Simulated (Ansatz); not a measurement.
Consider Cu (slab).

Input file:

```
crystal:
  lattice:
    - [5.0393684365, 0.0, 0.0]
    - [-2.5196842183, 4.3642210851, 0.0]
    - [0.0, 0.0, 22.1146270985]
  atoms:
    - { symbol: Cu, position: [0.3333333333, 0.1666666667, 0.3617515215] }
    - { symbol: Cu, position: [0.3333333333, 0.6666666667, 0.3617515215] }
    - { symbol: Cu, position: [0.8333333333, 0.1666666667, 0.3617515215] }
    - { symbol: Cu, position: [0.8333333333, 0.6666666667, 0.3617515215] }
    - { symbol: Cu, position: [0.6663464442, 0.3329792137, 0.4553557061] }
    - { symbol: Cu, position: [0.6663550287, 0.8332499843, 0.4553628634] }
    - { symbol: Cu, position: [0.1667810605, 0.3333247461, 0.4551902389] }
    - { symbol: Cu, position: [0.1669713362, 0.8334291831, 0.4552732882] }
    - { symbol: Cu, position: [-6.29891e-05, 0.4997126789, 0.5484200396] }
    - { symbol: Cu, position: [-1.34712e-05, 1.07415e-05, 0.5484439629] }
    - { symbol: Cu, position: [0.4997744032, 0.4997633465, 0.5489438367] }
    - { symbol: Cu, position: [0.5003029383, 3.52079e-05, 0.5492104107] }
basis:
  ecutwfc: 420
kpoints:
  mp_grid: { grid: [4, 4, 1] }
hamiltonian:
  xc: pbe
  dispersion: d3bj
scf:
  occupations: { method: gaussian, width: 0.1 }
output:
  forces: true
  eigenvalues: true
  write_density: true
  volumetric_format: npy
efield:
  axis: 3
  dipole_correction: true
  ramp_width: 0.04
```

Run with:

```sh
ansatz run input.yaml --threads 4 --pin off --max-ram 10240MiB --backend cpu --events-out ev --progress --plain --runs-dir out
```

Computed without spin polarisation.

All numbers below come from DFT PBE+D3(BJ), scalar-relativistic, plane waves, PAW (Ansatz 0.2.0).

Question: What will maps of the valence pseudo-density show?

Answer: Cu–Cu (2.52 Å): the density is about 0.31 e/Å³ at the midpoint.

Question: Does the calculation make it a metal, or give it a gap?

Answer: It is metallic or semimetallic at this level of theory: no gap opens.

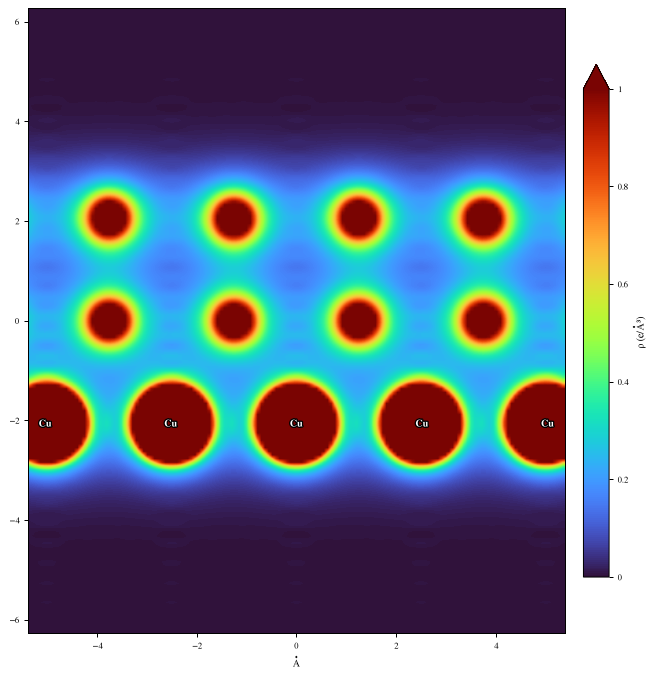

Computed valence pseudo-density on the (010) plane of the calculation cell, a cut from vacuum to vacuum. Atoms just off the plane (Cu, 0.7 Å away) can leave unmarked features too.

Core electrons are frozen (PAW), and the valence fields are smoothed inside the atomic spheres.
